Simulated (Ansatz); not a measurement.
**C₇HSi₆: geometry relaxation (part 3 of 3)**

Continued. System: C₇HSi₆ (slab, 28 atoms in the cell). Method: DFT PBE+D3(BJ), scalar-relativistic, plane waves, PAW, no spin polarisation (Ansatz 0.2.0); cutoff 420 eV, 3×3×1 k-mesh, Gaussian smearing of 0.05 eV. The structure derives from an entry of the Crystallography Open Database. The input holds or restrains some coordinates. It belongs to a series of runs on one base structure; here: 1 C2H2 a cell, tilted, over a bridge C-Si site.

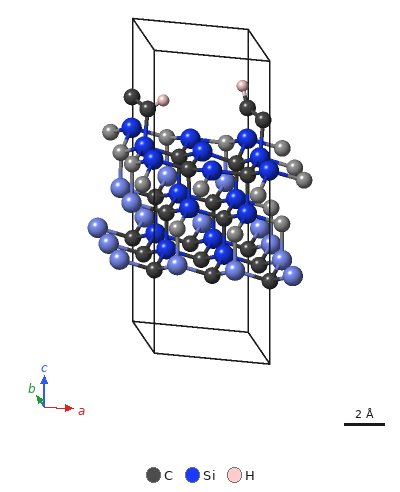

Figure 1. The geometry at step 12 of the log (ball-and-stick view of the cell of the calculation, with the vacuum cut short, seen slightly off an axis; neighbours outside the cell are drawn fainter).

Trajectory as extended XYZ (Å, eV, eV/Å), 8 of the 21 frames kept, from step=1 to step=21:
```
28
Lattice="6.1500 0.0000 0.0000 -3.0750 5.3261 0.0000 0.0000 0.0000 24.2969" Properties=species:S:1:pos:R:3:forces:R:3 step=1 energy=-11167.18463
C     3.0750    0.0000    8.0000    0.1048   0.0218   2.1199
C     1.5375    2.6630    8.0000   -0.0111   0.0861   2.2082
C     0.0000    0.0000    8.0000   -0.1079   0.0241   2.1237
C    -1.5375    2.6630    8.0000    0.0279  -0.1121   2.1459
Si   -1.5375    4.4384    8.6277    0.0115   0.0324  -3.2144
Si    0.0000    1.7754    8.6277   -0.0471  -0.0321  -3.2061
Si    1.5375    4.4384    8.6277   -0.0230   0.0545  -3.1313
Si    3.0750    1.7754    8.6277    0.0285  -0.0541  -3.1755
C     1.5375    4.4384   10.5107   -0.0085  -0.0592   1.1916
C     3.0750    1.7754   10.5107   -0.1051   0.0168   0.9652
C    -1.5375    4.4384   10.5107   -0.0082   0.0298   0.8363
C     0.0000    1.7754   10.5107    0.1019  -0.0068   1.0405
Si    0.0000    3.5507   11.0928   -0.0572   0.0003   0.1485
Si    1.5375    0.8877   11.0928    0.0542  -0.0543   0.0531
Si    3.0750    3.5507   11.0928    0.0819  -0.0385   0.1662
Si    4.6125    0.8877   11.0928   -0.0449   0.0817  -0.0772
C     3.0750    3.5507   13.0602    0.2576  -0.0623  -0.1776
C     4.6125    0.8877   13.0602   -0.0384   0.2423   0.1150
C     0.0000    3.5507   13.0602   -0.2165  -0.0730  -0.1891
C     1.5375    0.8877   13.0602    0.0705  -0.1748  -0.0615
Si    1.5375    2.6630   13.5781   -0.0366   0.0102   0.6164
Si    3.0750    0.0000   13.5781    0.0192  -0.0141   0.0101
Si   -1.5375    2.6630   13.5781    0.0190   0.0914  -0.7833
Si    0.0000    0.0000   13.5781   -0.0366   0.1566  -0.1107
C     4.0177    4.0038   16.0245   -0.5260   0.0053   0.4222
C     5.0913    3.5089   16.2595    0.6320  -0.2327  -0.1127
H     3.0750    4.4384   15.8181   -0.6843   0.2817  -0.0068
H     6.0341    3.0743   16.4659    0.5431  -0.2212   0.0883
28
Lattice="6.1500 0.0000 0.0000 -3.0750 5.3261 0.0000 0.0000 0.0000 24.2969" Properties=species:S:1:pos:R:3:forces:R:3 step=4 energy=-11167.52019
C     3.0750    0.0000    8.0000    0.1408   0.0403   2.1160
C     1.5375    2.6630    8.0000   -0.0051   0.1279   2.2241
C     0.0000    0.0000    8.0000   -0.1452   0.0401   2.1352
C    -1.5375    2.6630    8.0000    0.0197  -0.0967   2.1296
Si   -1.5375    4.4384    8.6277    0.0089   0.0239  -3.1806
Si    0.0000    1.7754    8.6277   -0.0370  -0.0300  -3.1643
Si    1.5375    4.4384    8.6277   -0.0132   0.0585  -3.0996
Si    3.0750    1.7754    8.6277    0.0198  -0.0471  -3.1334
C     1.5375    4.4384   10.5107    0.0407  -0.0328   1.0643
C     3.0750    1.7754   10.5107   -0.2284  -0.0281   0.9750
C    -1.5375    4.4384   10.5107   -0.0002   0.0918   0.8441
C     0.0000    1.7754   10.5107    0.2438  -0.0803   1.0149
Si    0.0030    3.5513   11.0927    0.0438   0.0079   0.0850
Si    1.5401    0.8870   11.1120   -0.0018  -0.0336   0.0717
Si    3.0743    3.5508   11.0984   -0.0186   0.0226   0.0982
Si    4.6115    0.8899   11.0866    0.0174  -0.0156  -0.0551
C     3.0578    3.5633   13.0522    0.3486  -0.0256  -0.1498
C     4.6185    0.9037   13.0577    0.0079   0.1947   0.1657
C     0.0374    3.5553   13.0437   -0.2901  -0.0128  -0.1708
C     1.5512    0.9032   13.0862   -0.0029  -0.2654  -0.0989
Si    1.5470    2.6712   13.7228    0.0145   0.0755   0.4156
Si    3.0879    0.0013   13.5818   -0.0809  -0.0355  -0.0029
Si   -1.5287    2.6964   13.4351   -0.0266   0.1409  -0.0555
Si    0.0062    0.0143   13.5820    0.0701  -0.0959   0.0492
C     3.9043    3.8873   16.1863    0.6846  -0.1342   0.0151
C     5.0630    3.4716   16.0759   -1.0905   0.2877  -0.4017
H     2.8855    4.2640   16.2566    0.5108  -0.2826   0.0566
H     6.0879    3.1043   16.0130   -0.2308   0.1049   0.0571
28
Lattice="6.1500 0.0000 0.0000 -3.0750 5.3261 0.0000 0.0000 0.0000 24.2969" Properties=species:S:1:pos:R:3:forces:R:3 step=7 energy=-11167.86247
C     3.0750    0.0000    8.0000    0.1295   0.0992   2.0946
C     1.5375    2.6630    8.0000    0.0012   0.0667   2.2221
C     0.0000    0.0000    8.0000   -0.1374   0.0634   2.1192
C    -1.5375    2.6630    8.0000   -0.0070  -0.0155   2.1342
Si   -1.5375    4.4384    8.6277    0.0119   0.0129  -3.0761
Si    0.0000    1.7754    8.6277   -0.0179  -0.0322  -3.0752
Si    1.5375    4.4384    8.6277   -0.0126   0.0977  -3.0030
Si    3.0750    1.7754    8.6277    0.0033  -0.0734  -3.0265
C     1.5375    4.4384   10.5107    0.1014   0.0869   0.9326
C     3.0750    1.7754   10.5107   -0.2021  -0.1410   1.0622
C    -1.5375    4.4384   10.5107    0.0208   0.0775   0.8363
C     0.0000    1.7754   10.5107    0.2138  -0.1800   1.0473
Si    0.0090    3.5503   11.0960    0.0301   0.0150  -0.0279
Si    1.5395    0.8841   11.1317    0.0092   0.0085  -0.0696
Si    3.0709    3.5505   11.1068   -0.0343  -0.0034  -0.0319
Si    4.6125    0.8905   11.1015   -0.0145  -0.0269  -0.0124
C     3.0648    3.5505   13.0184   -0.1569  -0.0336  -0.1137
C     4.6210    0.9236   13.1130   -0.0194  -0.1426  -0.0499
C     0.0420    3.5444   13.0045    0.1444  -0.0529  -0.1146
C     1.5432    0.8929   13.1027    0.0011   0.0903   0.1210
Si    1.5503    2.6843   13.8139   -0.0214   0.0231  -0.2553
Si    3.0793   -0.0141   13.5481    0.0116   0.0126  -0.0561
Si   -1.5262    2.7322   13.4891   -0.0061   0.1778   0.4922
Si    0.0077   -0.0135   13.5791   -0.0221  -0.0096   0.0533
C     3.7866    3.8353   16.0312   -0.3733   0.3643   0.2628
C     4.8902    3.4382   15.6020   -0.5858  -0.3825  -1.1763
H     2.8261    4.1460   16.4340    0.5673  -0.1876  -0.0158
H     5.9384    3.1183   15.4860    0.3683   0.0843   0.7309
28
Lattice="6.1500 0.0000 0.0000 -3.0750 5.3261 0.0000 0.0000 0.0000 24.2969" Properties=species:S:1:pos:R:3:forces:R:3 step=10 energy=-11168.63449
C     3.0750    0.0000    8.0000    0.0785   0.0472   2.0523
C     1.5375    2.6630    8.0000   -0.0850  -0.0697   2.2193
C     0.0000    0.0000    8.0000   -0.0642   0.0818   2.1357
C    -1.5375    2.6630    8.0000   -0.0408   0.0145   2.1642
Si   -1.5375    4.4384    8.6277    0.0014   0.0117  -3.1142
Si    0.0000    1.7754    8.6277    0.0138  -0.0295  -3.1363
Si    1.5375    4.4384    8.6277   -0.0280   0.0877  -3.0625
Si    3.0750    1.7754    8.6277    0.0028  -0.0640  -2.9777
C     1.5375    4.4384   10.5107    0.0897   0.1858   0.4843
C     3.0750    1.7754   10.5107   -0.1309  -0.3138   0.9011
C    -1.5375    4.4384   10.5107    0.1120   0.2163   0.7261
C     0.0000    1.7754   10.5107    0.1447  -0.2258   0.9799
Si    0.0134    3.5498   11.0735    0.0225   0.0116  -0.1547
Si    1.5379    0.8831   11.1304    0.0455   0.0149  -0.0367
Si    3.0673    3.5490   11.0775   -0.0011  -0.0419   0.0143
Si    4.6135    0.8857   11.1057   -0.0256  -0.0314   0.0726
C     3.0678    3.5326   12.9423    0.0374  -0.0826  -0.0864
C     4.6280    0.9035   13.1134   -0.0421  -0.0226  -0.0320
C     0.0404    3.5290   12.9538    0.0300  -0.0339   0.2889
C     1.5222    0.8777   13.1311    0.0841   0.1038   0.0316
Si    1.5578    2.6955   13.7029    0.1722  -0.0188  -0.2115
Si    3.0764   -0.0300   13.4825    0.1061   0.1182  -0.0696
Si   -1.5302    2.7360   13.5415   -0.0665  -0.0991   0.1500
Si   -0.0036   -0.0681   13.6254   -0.1374  -0.2931   0.5117
C     3.6516    3.8287   15.9111   -1.7462   1.1556  -0.4752
C     4.6847    3.2872   15.3462    1.7047  -0.4073   0.5665
H     2.9490    4.2536   16.6453    1.0950  -0.3508  -0.0878
H     5.7967    3.1203   15.6955   -1.3731   0.0351   0.1403
28
Lattice="6.1500 0.0000 0.0000 -3.0750 5.3261 0.0000 0.0000 0.0000 24.2969" Properties=species:S:1:pos:R:3:forces:R:3 step=12 energy=-11169.95251
C     3.0750    0.0000    8.0000    0.0110  -0.0350   2.0615
C     1.5375    2.6630    8.0000   -0.1009  -0.0497   2.2054
C     0.0000    0.0000    8.0000    0.0245   0.0600   2.1287
C    -1.5375    2.6630    8.0000   -0.0108  -0.0346   2.1839
Si   -1.5375    4.4384    8.6277    0.0152   0.0437  -3.2577
Si    0.0000    1.7754    8.6277    0.0136  -0.0291  -3.1176
Si    1.5375    4.4384    8.6277   -0.0429   0.0553  -3.0460
Si    3.0750    1.7754    8.6277    0.0136  -0.0853  -2.9331
C     1.5375    4.4384   10.5107    0.1389   0.2739   0.5611
C     3.0750    1.7754   10.5107   -0.0379  -0.4420   1.1007
C    -1.5375    4.4384   10.5107    0.1445   0.1581   0.8195
C     0.0000    1.7754   10.5107    0.1124  -0.2861   1.0898
Si    0.0176    3.5485   11.0696   -0.0233   0.0119  -0.0574
Si    1.5389    0.8829   11.1342   -0.0209  -0.0054  -0.0278
Si    3.0710    3.5449   11.0684    0.0025   0.0189  -0.0660
Si    4.6163    0.8810   11.1252    0.0710  -0.0370   0.0163
C     3.1042    3.5070   12.9179   -0.0224   0.0325   0.2001
C     4.6590    0.8744   13.1441    0.0433  -0.1015   0.3694
C     0.0592    3.5179   12.9744    0.0934   0.0036   0.0936
C     1.5109    0.8451   13.1568    0.1230   0.0120   0.0998
Si    1.5953    2.6699   13.6166   -0.1955  -0.2571  -0.3044
Si    3.0863   -0.0353   13.4621    0.0559  -0.0095  -0.0301
Si   -1.5047    2.7156   13.5807    0.0753  -0.0328   0.3929
Si    0.0010   -0.1547   13.7732    0.1960  -0.5555   0.5742
C     3.5042    4.0412   15.7043   -0.9876   1.8467  -0.1640
C     4.5949    3.3215   15.3659    0.8761  -0.4055   0.3176
H     3.1170    4.3805   16.7253    0.8941  -0.2694  -1.1805
H     5.5296    3.0467   15.9696   -1.4624   0.1183  -0.0385
28
Lattice="6.1500 0.0000 0.0000 -3.0750 5.3261 0.0000 0.0000 0.0000 24.2969" Properties=species:S:1:pos:R:3:forces:R:3 step=15 energy=-11171.10841
C     3.0750    0.0000    8.0000    0.0059  -0.0437   2.0942
C     1.5375    2.6630    8.0000   -0.1070  -0.0125   2.2227
C     0.0000    0.0000    8.0000    0.0389   0.0566   2.1478
C    -1.5375    2.6630    8.0000    0.0460  -0.0328   2.1731
Si   -1.5375    4.4384    8.6277    0.0091   0.0141  -3.3476
Si    0.0000    1.7754    8.6277   -0.0209  -0.0217  -3.2094
Si    1.5375    4.4384    8.6277   -0.0542   0.0318  -3.0635
Si    3.0750    1.7754    8.6277    0.0356  -0.0953  -3.0180
C     1.5375    4.4384   10.5107    0.1153   0.2376   0.8587
C     3.0750    1.7754   10.5107    0.1327  -0.4858   1.1639
C    -1.5375    4.4384   10.5107    0.0473   0.0507   0.7893
C     0.0000    1.7754   10.5107    0.0609  -0.3351   1.2020
Si    0.0118    3.5486   11.0672   -0.0074   0.0196   0.0042
Si    1.5441    0.8809   11.1158   -0.0027   0.0078  -0.0026
Si    3.0726    3.5417   11.0684   -0.0076   0.0079  -0.0365
Si    4.6211    0.8785   11.1351   -0.0056   0.0277  -0.0119
C     3.1063    3.4774   12.9290   -0.0339   0.0617   0.0941
C     4.6856    0.8506   13.2163    0.0067  -0.0122  -0.0502
C     0.0474    3.4957   12.9942   -0.0131   0.0811   0.0796
C     1.5411    0.8092   13.1215    0.0082  -0.0142  -0.1054
Si    1.5764    2.6134   13.5306   -0.0229  -0.0328  -0.0504
Si    3.1110   -0.0576   13.4648    0.0039  -0.0299  -0.0511
Si   -1.5085    2.6858   13.6407   -0.0597   0.0372   0.1584
Si    0.0373   -0.1766   13.7668    0.0837   0.0426  -0.0563
C     3.5362    4.4116   15.5063    0.2959  -0.2669  -0.1036
C     4.4495    3.3906   15.3831   -0.4488   0.3391  -0.1893
H     3.2730    4.7663   16.5069    0.1520   0.4040  -0.0565
H     5.0590    3.0226   16.2102   -0.2570  -0.0354   0.3564
28
Lattice="6.1500 0.0000 0.0000 -3.0750 5.3261 0.0000 0.0000 0.0000 24.2969" Properties=species:S:1:pos:R:3:forces:R:3 step=18 energy=-11171.33889
C     3.0750    0.0000    8.0000   -0.0107  -0.0068   2.0935
C     1.5375    2.6630    8.0000   -0.0905  -0.0501   2.2356
C     0.0000    0.0000    8.0000    0.0066   0.0854   2.1619
C    -1.5375    2.6630    8.0000    0.0757  -0.0380   2.1639
Si   -1.5375    4.4384    8.6277   -0.0118  -0.0038  -3.3561
Si    0.0000    1.7754    8.6277   -0.0153  -0.0118  -3.2141
Si    1.5375    4.4384    8.6277   -0.0435   0.0308  -3.0731
Si    3.0750    1.7754    8.6277    0.0032  -0.0547  -3.0695
C     1.5375    4.4384   10.5107   -0.0636   0.2638   1.0515
C     3.0750    1.7754   10.5107    0.1822  -0.1765   1.0530
C    -1.5375    4.4384   10.5107   -0.0225   0.0003   0.7557
C     0.0000    1.7754   10.5107   -0.0112  -0.0027   1.2347
Si    0.0043    3.5560   11.0904    0.0057  -0.0575  -0.0560
Si    1.5438    0.8895   11.0918   -0.0392   0.0091  -0.0574
Si    3.0689    3.5476   11.0732   -0.0032  -0.0177   0.0476
Si    4.6181    0.8915   11.1240   -0.0108  -0.0145  -0.0150
C     3.0652    3.5428   12.9473   -0.0468  -0.0290  -0.1582
C     4.6609    0.9159   13.2173    0.0070  -0.0020  -0.0670
C    -0.0057    3.5468   13.0566   -0.0239  -0.0621  -0.0713
C     1.5303    0.8805   13.0596   -0.0918   0.0345  -0.0727
Si    1.5401    2.6632   13.5579    0.0277  -0.0017   0.0396
Si    3.0864    0.0064   13.3465    0.0943   0.0341   0.1111
Si   -1.5814    2.7380   13.7036   -0.0421   0.0383   0.1109
Si    0.0387   -0.0807   13.7045    0.0169   0.0040   0.1258
C     3.5839    4.6340   15.4507    0.0708  -0.0347  -0.0725
C     4.2753    3.4613   15.4462    0.0415   0.0390  -0.0135
H     3.4740    5.1894   16.3848   -0.0314   0.0951   0.0579
H     4.7194    3.0943   16.3753    0.0266  -0.0698   0.0507
28
Lattice="6.1500 0.0000 0.0000 -3.0750 5.3261 0.0000 0.0000 0.0000 24.2969" Properties=species:S:1:pos:R:3:forces:R:3 step=21 energy=-11171.34597
C     3.0750    0.0000    8.0000   -0.0082  -0.0047   2.0989
C     1.5375    2.6630    8.0000   -0.0918  -0.0530   2.2367
C     0.0000    0.0000    8.0000    0.0062   0.0869   2.1607
C    -1.5375    2.6630    8.0000    0.0783  -0.0381   2.1607
Si   -1.5375    4.4384    8.6277   -0.0112  -0.0065  -3.3550
Si    0.0000    1.7754    8.6277   -0.0179  -0.0103  -3.2245
Si    1.5375    4.4384    8.6277   -0.0411   0.0315  -3.0631
Si    3.0750    1.7754    8.6277    0.0068  -0.0514  -3.0631
C     1.5375    4.4384   10.5107   -0.0432   0.2525   1.0494
C     3.0750    1.7754   10.5107    0.1972  -0.1639   1.0494
C    -1.5375    4.4384   10.5107   -0.0319  -0.0185   0.7384
C     0.0000    1.7754   10.5107   -0.0447  -0.0260   1.2068
Si    0.0046    3.5541   11.0877    0.0022   0.0028   0.0020
Si    1.5428    0.8900   11.0877    0.0035   0.0007   0.0020
Si    3.0689    3.5472   11.0778   -0.0014  -0.0009  -0.0005
Si    4.6180    0.8908   11.1254   -0.0054  -0.0027   0.0014
C     3.0664    3.5457   12.9500   -0.0007  -0.0005   0.0000
C     4.6671    0.9192   13.2212   -0.0039  -0.0019  -0.0024
C    -0.0039    3.5502   13.0483   -0.0029   0.0021  -0.0039
C     1.5352    0.8846   13.0483    0.0005  -0.0040  -0.0041
Si    1.5409    2.6650   13.5639    0.0130   0.0081   0.0025
Si    3.0922    0.0099   13.3750    0.0119   0.0070  -0.0026
Si   -1.5773    2.7448   13.7104   -0.0087  -0.0070   0.0047
Si    0.0509   -0.0753   13.7103   -0.0108  -0.0039   0.0055
C     3.6296    4.6569   15.4534    0.0046  -0.0021  -0.0029
C     4.3103    3.4781   15.4534    0.0008   0.0047  -0.0024
H     3.5333    5.2378   16.3770   -0.0028   0.0035   0.0024
H     4.7653    3.1043   16.3769    0.0014  -0.0043   0.0026
```

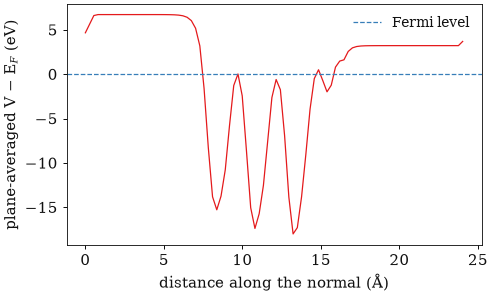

Figure 2. Plane average of the electrostatic potential energy of an electron across the cell, from the Fermi level. The vacuum level lies 3.21 eV above the Fermi level on the upper side and 6.71 eV on the lower.

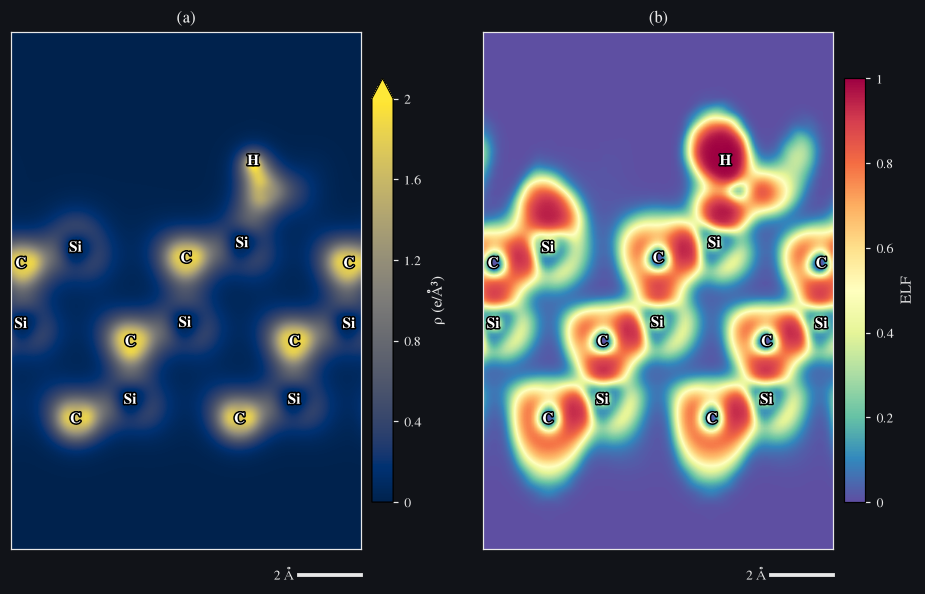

Figure 3. (a) valence electron density; (b) electron localisation function on the (110) plane of the calculation cell, a cut from vacuum to vacuum. The section cuts through C, Si and H sites. Si–C (1.88 Å): the density is about 0.89 e/Å³ at the midpoint; the ELF peaks at about 0.95 between the atoms (localised, shared-pair bonding). Si–C (1.96 Å): the density is about 0.74 e/Å³ at the midpoint; the ELF peaks at about 0.90 between the atoms, which marks a shared electron pair. The density dies away to nearly zero in the vacuum. Core electrons are frozen (PAW), so the fields are smoothed inside the atomic spheres.

Summary:

| quantity | value |
| --- | --- |
| outcome | converged under the restraints of the input |
| electrons treated | 106 |
| free energy | −11171.3460 eV |
| work function, top face | 3.21 eV |
| work function, bottom face | 6.71 eV |
| Fermi energy | 0.292 eV |
| gap on the k-point mesh | none (metallic) |
| final volume | 795.85 Å³ |
| work function (upper face) | 3.21 eV |
| largest force (length of the vector) at the end, held atoms and coordinates included | 3.355 eV/Å |
| wall time | 11 min (CPU time 22 min) |
| peak memory | 1.2 GiB |

Notes:

The program warns: the exchange-correlation potential is rough where the density is thin.
